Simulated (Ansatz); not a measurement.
Mo

The calculation's input:

```
crystal:
  lattice:
    - [0.0, -3.142, 0.0]
    - [-3.142, 0.0, 0.0]
    - [0.0, 0.0, -3.142]
  atoms:
    - { symbol: Mo, position: [0.5, 0.5, 0.4880649268] }
    - { symbol: Mo, position: [0.0, 0.0, 0.0119350732] }
basis:
  ecutwfc: 420
kpoints:
  mp_grid: { grid: [16, 16, 16] }
hamiltonian:
  xc: pbe
scf:
  occupations: { method: gaussian, width: 0.15 }
output:
  forces: true
  stress: true
  eigenvalues: true
  write_density: true
  write_potential: true
  elf: true
  volumetric_format: npy
```

Command:

```sh
ansatz run input.yaml --threads 2 --pin off --max-ram 5120MiB --backend cpu --events-out ev --progress --plain --runs-dir out
```

Below, planes, directions and counts refer to the conventional cell (a = 3.14 Å, b = 3.14 Å, c = 3.14 Å, α = 90.00°, β = 90.00°, γ = 90.00°).

Space group P4/nmm; not relaxed (largest force 0.4 eV/Å); computed pressure about 5 GPa in this cell; computed without spin polarisation.

Method: DFT PBE, scalar-relativistic, plane waves, PAW in Ansatz.

> What can the converged valence pseudo-density and electron localisation function tell about the bonding?

Mo–Mo (2.68 Å): ρ at the midpoint is about 0.41 e/Å³; the ELF is about 0.30 at the midpoint.
Mo–Mo (2.77 Å): ρ at the midpoint is about 0.35 e/Å³; the ELF is about 0.30 at the midpoint: no shared electron pair shows on this line.

> Does the calculation give a band gap?

It is gapless in this calculation (a metal or semimetal).

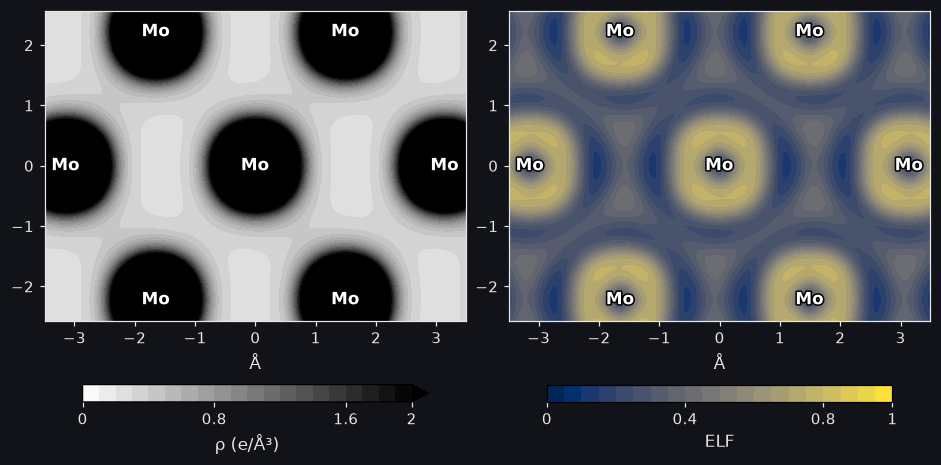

Computed valence pseudo-density and electron localisation function on the (11̄0) plane of the conventional cell, in this order. 
